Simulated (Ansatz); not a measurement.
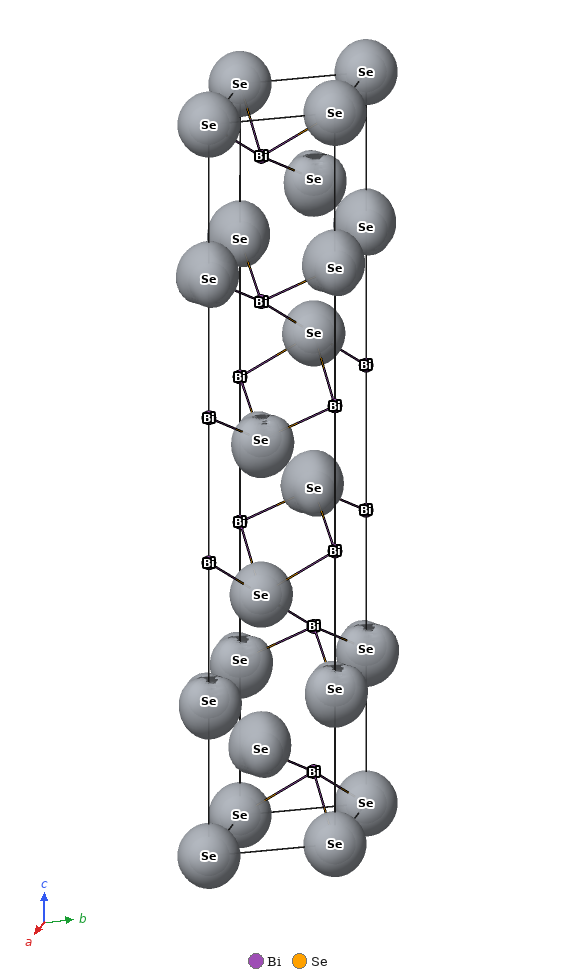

The picture shows: Bi2Se3. Isosurface of the electron localisation function at 0.75 (grey), seen slightly off an axis. Core shells and regions of very low density are left out. Sticks mark near contacts.

Space group R-3m.

Computed with DFT PBEsol, scalar-relativistic, plane waves, PAW (Ansatz 0.2.0).

Input

```
crystal:
  lattice:
    - [2.1868138458, 1.2625575625, 8.56518796]
    - [-2.1868138458, 1.2625575625, 8.56518796]
    - [0.0, -2.5251151251, 8.56518796]
  atoms:
    - { symbol: Bi, position: [0.4008, 0.4008, 0.4008] }
    - { symbol: Bi, position: [0.5992, 0.5992, 0.5992] }
    - { symbol: Se, position: [0.0, 0.0, 0.0] }
    - { symbol: Se, position: [0.2117, 0.2117, 0.2117] }
    - { symbol: Se, position: [0.7883, 0.7883, 0.7883] }
basis:
  ecutwfc: 420
kpoints:
  mp_grid: { grid: [12, 12, 12] }
hamiltonian:
  xc: pbesol
scf:
  occupations: { method: gaussian, width: 0.03 }
output:
  forces: true
  stress: true
  eigenvalues: true
  write_density: true
  write_potential: true
  elf: true
  volumetric_format: npy
```

Launched as:

```sh
ansatz run input.yaml --threads 1 --pin off --max-ram 2560MiB --backend cpu --events-out ev --progress --plain --runs-dir out
```

Below, planes, directions and counts refer to the conventional cell (a = 4.37 Å, b = 4.37 Å, c = 25.70 Å, α = 90.00°, β = 90.00°, γ = 120.00°).

> What do the ELF domains correspond to?

The surface consists of nine regions wrapped around Se (the valence shell of each), counted in one cell of 15 atoms. Any copies at cell faces, edges or corners count once.

Values along the shortest contacts:
Bi–Se (2.88 Å): the ELF is about 0.45 at the midpoint and 0.35 at its lowest between the atoms. Bi–Se (3.06 Å): the ELF is about 0.30 at the midpoint.

> Metal or insulator at this level of theory?

It is metallic or semimetallic at this level of theory: no gap opens.
